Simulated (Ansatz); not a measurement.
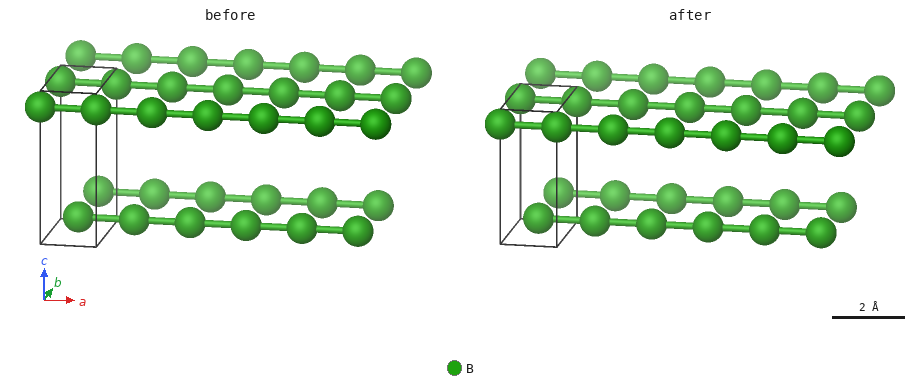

The structure of crystalline B (a generated structure, set up in Pmmn) before (left) and after (right) a relaxation, at one scale.

Style: ball-and-stick. Shown: the cell of the calculation, repeated 6 × 2 × 1 with one cell outlined, slightly off an axis.

Method: Ansatz 0.2.0, DFT PBE, scalar-relativistic, plane waves, PAW.

Input
```yaml
crystal:
  lattice:
    - [1.6066428618, 0.0, 0.0]
    - [0.0, 2.8856468569, 0.0]
    - [0.0, 0.0, 4.4673093011]
  atoms:
    - { symbol: B, position: [0.0, 0.0, 0.8953778789] }
    - { symbol: B, position: [0.5, 0.5, 0.1046221211] }
basis:
  ecutwfc: 420
kpoints:
  mp_grid: { grid: [34, 20, 12] }
hamiltonian:
  xc: pbe
scf:
  occupations: { method: gaussian, width: 0.1 }
output:
  forces: true
  stress: true
  eigenvalues: true
relax:
  adjacent_minimum: "off"
  f_tol: 0.01
  max_steps: 80
  cell: { stress_tol: 0.05 }
```

Run as
```bash
ansatz run input.yaml --threads 1 --pin off --max-ram 2560MiB --backend cpu --events-out ev --progress --plain --runs-dir out
```

> Describe what moved and what it gained.

The largest moves relative to the cell, 0.019 Å, are those of B1 and B2. B1 goes along −c. Cell: a 1.607 → 1.624 Å (+1.1 %), b 2.886 → 2.865 Å (−0.7 %), c 4.467 → 3.929 Å (−12.0 %). Volume −11.8 %. Among the contacts that change: B1–B2 1.898 → 1.858 Å, B1–B1 1.607 → 1.624 Å. Among the angles between lasting bonds that change: B2–B1–B2 121.0° → 124.8°. The space group stays Pmmn (No. 59). Over 8 accepted moves (10 points after the start) the energy falls by 27.9 meV per cell of the calculation. The largest force component goes from 0.26 to 0.0025 eV/Å. Pressure: 0.03 GPa at the start and 0.03 GPa at the end. At 2 points the geometry stayed and the basis and grid were re-selected for the new cell (energy shift of 1.4 meV per cell of the calculation at most each time). Cost: 5.4 min on 1 thread of Intel(R) Xeon(R) Processor @ 2.50GHz (Skylake/Cascade Lake), with other jobs on the host, peak memory 0.59 GiB.
